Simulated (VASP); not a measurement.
# ZnO (zincite): the relaxed cell at several levels, part 3 of 3

Aim: relax ZnO (zincite) at several levels and hold each cell against experiment. LASPH is on for some levels and off for others; the table marks which. The start is a cell from a database of measured crystal structures.

VASP 6.6.1, plane waves and PAW; the level of theory is named at each step.

So far. Step 3 (Relaxation with LDA): It ends at 11.42 Å³/atom, -4.0 % from the start, with 0.06 GPa left. The conventional cell has a = 3.196 and c = 5.167 Å. Step 4 (Relaxation with r2SCAN): It ends at 11.88 Å³/atom, -0.2 % from the start, with -0.01 GPa left. The conventional cell has a = 3.242 and c = 5.219 Å.

## (5) Relaxation with PBE + D3(BJ)

This step: PBE with D3(BJ); plane waves and PAW (Zn, O) (VASP 6.6.1).

A dispersion term adds the long-range attraction that semilocal functionals lack. D3 with Becke-Johnson damping keeps a finite attraction at short range.

Contents of INCAR:

```
SYSTEM = ZnO
PREC = Accurate
ENCUT = 560
EDIFF = 1E-06
NELM = 100
ISMEAR = -1
SIGMA = 0.05
LREAL = .FALSE.
ALGO = Normal
GGA = PE
IVDW = 12
NBANDS = 24
LORBIT = 11
LWAVE = .FALSE.
LCHARG = .FALSE.
KPAR = 2
IBRION = 2
NSW = 60
ISIF = 3
EDIFFG = -0.01
```

Contents of POSCAR:

```
ZnO
1.0
    3.2493080000      0.0000000000      0.0000000000
   -1.6246540000      2.8139832727      0.0000000000
    0.0000000000      0.0000000000      5.2057090000
Zn O
2 2
Direct
    0.3333333333      0.6666666667      0.5000000000
    0.6666666667      0.3333333333      0.0000000000
    0.6666666667      0.3333333333      0.3790100000
    0.3333333333      0.6666666667      0.8790100000
```

Contents of KPOINTS:

```
Automatic mesh
0
Gamma
8 8 5
0 0 0
```

The projector-augmented-wave data sets are Zn and O (PBE family, release 64).

On the command line:

```bash
$ mpirun -np 2 vasp_std
```

The program printed:

```text
[... set-up lines as in an earlier step ...]
 entering main loop
       N       E                     dE             d eps       ncg     rms          rms(c)
[... 14 cycles as in an earlier step ...]
   1 F= -.18715745E+02 E0= -.18715742E+02  d E =-.187157E+02
[... from here on, the cycles between the ionic steps are left out ...]
   2 F= -.18723478E+02 E0= -.18723475E+02  d E =-.773367E-02
   3 F= -.18725597E+02 E0= -.18725594E+02  d E =-.985210E-02
   4 F= -.18725593E+02 E0= -.18725590E+02  d E =-.984813E-02
   5 F= -.18725646E+02 E0= -.18725643E+02  d E =-.534865E-04
   6 F= -.18725655E+02 E0= -.18725652E+02  d E =-.625475E-04
   7 F= -.18725694E+02 E0= -.18725691E+02  d E =-.384567E-04
   8 F= -.18725722E+02 E0= -.18725719E+02  d E =-.666187E-04
   9 F= -.18725743E+02 E0= -.18725739E+02  d E =-.205447E-04
 trial-energy change:   -0.000021  1 .order   -0.000019   -0.000033   -0.000006
 step:   0.9688(harm=  0.9688)  dis= 0.00073  next Energy=   -18.725742 (dE=-0.199E-04)
 reached required accuracy - stopping structural energy minimisation
```

Elapsed: 42 s, on 2 MPI ranks of Intel Xeon 6975P-C (Granite Rapids), shared host; peak memory 0.38 GiB.

OUTCAR, selected parts (step 5):

```text
 Edisp (eV)   -0.87793

 Edisp (eV)   -0.87814

  Total      -0.01851    -0.01851    -0.01164     0.00000     0.00000    -0.00000
  in kB      -0.61041    -0.61041    -0.38376     0.00000     0.00000    -0.00000
  external pressure =       -0.53 kB  Pullay stress =        0.00 kB

 POSITION                                       TOTAL-FORCE (eV/Angst)
 -----------------------------------------------------------------------------------
     -0.00000      1.88411      2.63475        -0.000000     -0.000000      0.001250
      1.63169      0.94206      0.00022        -0.000000     -0.000000      0.001250
      1.63169      0.94206      1.99681         0.000000      0.000000     -0.001250
     -0.00000      1.88411      4.63134         0.000000      0.000000     -0.001250
 -----------------------------------------------------------------------------------
    total drift:                                0.000000      0.000000     -0.000702

  FREE ENERGIE OF THE ION-ELECTRON SYSTEM (eV)
  ---------------------------------------------------
  free  energy   TOTEN  =       -18.7257425188 eV

  energy  without entropy=      -18.7257357749  energy(sigma->0) =      -18.72573915

[... 2 parts as in an earlier step ...]

[... 2 further parts left out ...]
[key lines of the parts left out:]
E-fermi :   1.4338
```

Relaxation path:

```tsv
step	energy less that of the first step (eV)	largest force (eV/Å)	pressure (GPa)	volume (Å³)
1	0.0000	0.0732	2.84	47.60
2	-0.0077	0.0364	-1.27	49.06
3	-0.0099	0.0065	-0.12	48.59
4	-0.0098	0.0045	-0.03	48.57
5	-0.0099	0.0119	0.08	48.55
6	-0.0099	0.0166	0.10	48.55
7	-0.0099	0.0143	0.06	48.57
8	-0.0100	0.0103	-0.04	48.61
9	-0.0100	0.0013	-0.05	48.60
```

```tsv
conventional cell, symmetrised	before	after	change
a (Å)	3.249	3.263	+0.4 %
b (Å)	3.249	3.263	+0.4 %
c (Å)	5.206	5.269	+1.2 %
volume (Å³/atom)	11.90	12.15	+2.1 %
```

The relaxed structure:

```xyz
4
Lattice="3.2634 0.0000 0.0000 -1.6317 2.8262 0.0000 0.0000 0.0000 5.2691" Properties=species:S:1:pos:R:3 pbc="T T T"
Zn    0.0000    1.8841    2.6348
Zn    1.6317    0.9421    0.0002
O     1.6317    0.9421    1.9968
O     0.0000    1.8841    4.6313
```

It ends at 12.15 Å³/atom, +2.1 % from the start, with -0.05 GPa left. The conventional cell has a = 3.263 and c = 5.269 Å. Against plain PBE, the dispersion term moves a by -0.8 % and c by -0.6 %.

## (6) The cells as a table

This step: relaxed cells at several levels; plane waves and PAW (VASP 6.6.1).

Derived from the runs above.

Lengths are those of the conventional cell; cost is the wall time of each run, as given at its step, times its ranks, without the set-up around it; LASPH differs between rows, which moves results and costs too. Results by level, by row:

```tsv
level	volume (Å³/atom)	change from the start (%)	a (Å)	c (Å)	cost (core minutes)	LASPH
PBE	12.41	4.3	3.289	5.302	1.17	off
LDA	11.42	-4	3.196	5.167	1.1	off
r2SCAN	11.88	-0.2	3.242	5.219	2.9	on
PBE + D3(BJ)	12.15	2.1	3.263	5.269	1.4	off
```

## (7) Outcome

```json
{"volume, PBE": "12.41 Å³/atom", "volume, LDA": "11.42 Å³/atom", "volume, r2SCAN": "11.88 Å³/atom", "volume, PBE + D3(BJ)": "12.15 Å³/atom"}
```

For ZnO (zincite) the levels give volumes between 11.42 Å³/atom (LDA) and 12.41 Å³/atom (PBE), a spread of 8.7 %, while the cost of the finished runs spans a factor of 2.6. Within 1 % of experiment on every length: r2SCAN. The nearest is r2SCAN. Thermal and zero-point expansion, often some tenths of a per cent in length, bear on this order: with the measured lengths lowered by an assumed 0.4 % the nearest is still r2SCAN. The costs hold the number of ionic steps as well as the price of the functional. Adding D3(BJ) to PBE changes the volume by -2.1 % (a by -0.8 % and c by -0.6 %). Within 0.02 Å all end in space group P6_3mc; the runs can't lower the symmetry of the start. LASPH is on for some levels and off for others, so differences between them are not the functional's alone. Each is a single relaxation on the plane waves of the start cell, so larger changes of volume carry a basis-set error that was not tested here.

Comparison with the measured values:

| quantity | measured | PBE | LDA | r2SCAN | PBE + D3(BJ) |
| --- | --- | --- | --- | --- | --- |
| lattice constant a (Å) | 3.24945 | 3.289 (+1.2 %) | 3.196 (-1.7 %) | 3.242 (-0.2 %) | 3.263 (+0.4 %) |
| lattice constant c (Å) | 5.20574 | 5.302 (+1.9 %) | 5.167 (-0.7 %) | 5.219 (+0.3 %) | 5.269 (+1.2 %) |

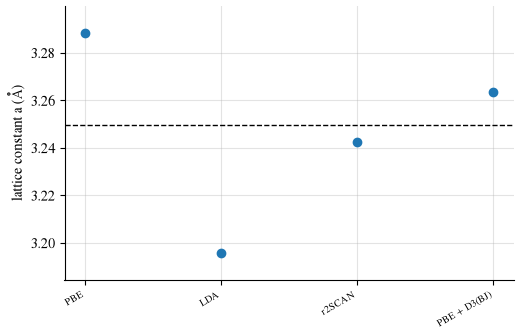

The lattice constant a by level; the dashed line is the measured value.

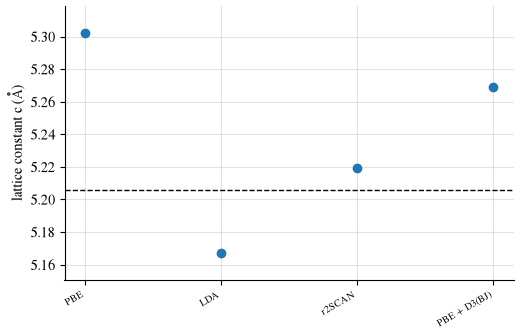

The lattice constant c by level; the dashed line is the measured value.

Measured values from arxiv:0808.0492 (2008).

Verdict: For the lattice constant a, of the levels listed nearest comes r2SCAN (-0.2 %, good agreement) and farthest LDA (-1.7 %, a clear miss). For the lattice constant c, of the levels listed nearest comes r2SCAN (+0.3 %, good agreement) and farthest PBE (+1.9 %, fair agreement). The grades are ours: good and fair within 0.7 and 1.5 % for the lattice constant a and 0.8 and 2 % for the lattice constant c. For lattice constants the calculation has a static lattice, without zero-point motion or thermal expansion (measured at up to 298 K).

[Lines on the potential files, build, host, timing and source positions are cut from VASP's logs without a mark.]

[Logs are printed without paths, hosts, clocks, repeated set-up lines and the standing remarks that a program may print on its own settings, such as how far it seeks lower states.]

[Hosts, paths, dates, database ids (printed as entryN), source tags and the programs' standing remarks are cut or masked in the printed files.]

[A measured line is paired with the nearest computed mode of its activity, which favours agreement.]
